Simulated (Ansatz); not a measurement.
Ta₇N₈

Ta₇N₈, 60 atoms, a = 8.73 Å, b = 8.73 Å, c = 8.73 Å, α = 90.00°, β = 90.00°, γ = 90.00°.

Space group Fm-3m; a generated structure, not necessarily the stable one; computed without spin polarisation.

The calculation used DFT PBE, scalar-relativistic, plane waves, PAW in Ansatz 0.2.0.

> Predict the valence pseudo-density and electron localisation function between the atoms.

Ta–N (2.18 Å): the density is about 0.56 e/Å³ at the midpoint; the ELF peaks at about 0.80 in the valence shell of N, 0.7 Å from its nucleus, and is about 0.15 at the midpoint; no localised pair shows between them.
Ta–Ta (3.09 Å): ρ at the midpoint is about 0.24 e/Å³; the ELF is about 0.20 at the midpoint: no shared electron pair shows on this line.

> Does the calculation give a band gap?

It is metallic or semimetallic at this level of theory: no gap opens; semilocal functionals without U, or without the true magnetic order, often close the gap of such compounds.

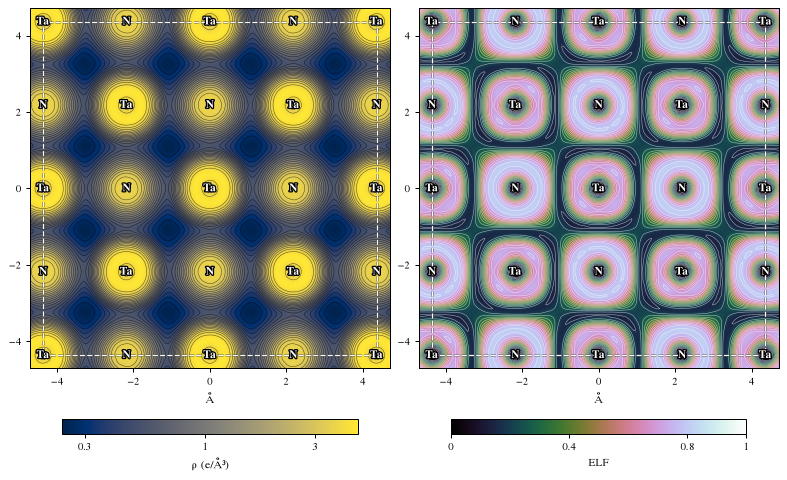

Computed valence pseudo-density and electron localisation function on the (010) plane of the conventional cell, in this order. 

Core electrons are frozen (PAW), and the valence fields are smoothed inside the atomic spheres.
